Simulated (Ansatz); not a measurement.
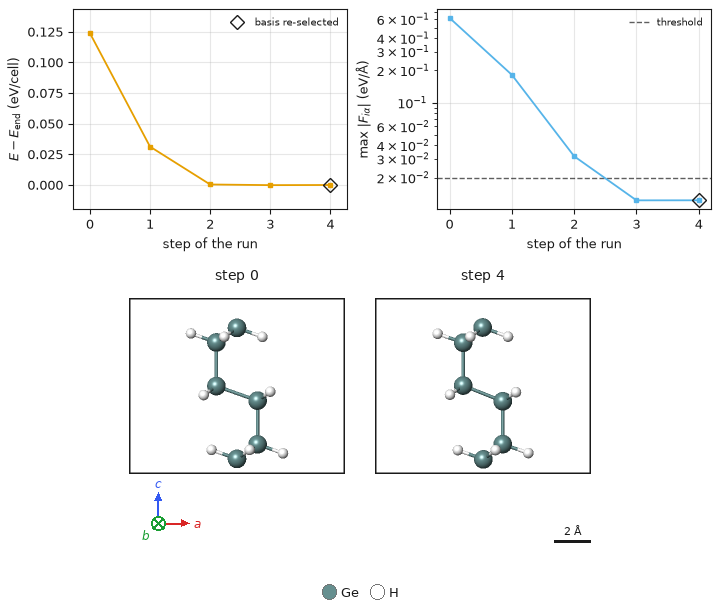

First and last geometry of a relaxation of a wire of composition Ge4H7, with the history of the run. Style: ball-and-stick. Shown: the cell of the calculation, with the vacuum cut short, along the b axis.

Case: wire along [1 1 1], 8 atoms a period, capped with H.

All numbers below come from DFT PBE, scalar-relativistic, plane waves, PAW in Ansatz. Settings: plane-wave cutoff 420 eV; k-point mesh 1 × 1 × 6; occupations gaussian; smearing width 0.05 eV; no spin polarisation; cell relaxed at fixed a, b, alpha, beta, gamma; force threshold 0.02 eV/Å; at most 45 steps.

**Did the run converge, and what did it change?**

It converged. After 3 accepted moves (4 points after the start) the energy has fallen by 0.124 eV per cell of the calculation. The largest force component goes from 0.62 to 0.012 eV/Å. At 1 point the geometry stayed and the basis and grid were re-selected for the new cell (energy shift of 0.1 meV per cell of the calculation at most each time). The largest moves relative to the layer's centre, 0.055 Å, are those of Ge atoms. Largest moves by element: Ge 0.055 Å, H 0.039 Å. Along the periodic axis the drawn cell goes c 9.978 → 9.973 Å (−0.1 %). Some distances before and after: Ge–Ge 2.495 → 2.437 Å, Ge–H 1.540 → 1.547 Å. Bond angles that change, for instance: H–Ge–H 109.5° → 107.4°, Ge–Ge–Ge 109.5° → 111.5°. Cost: 87 s on 4 threads of Arm Neoverse V2, on a shared host, peak memory 4.1 GiB.
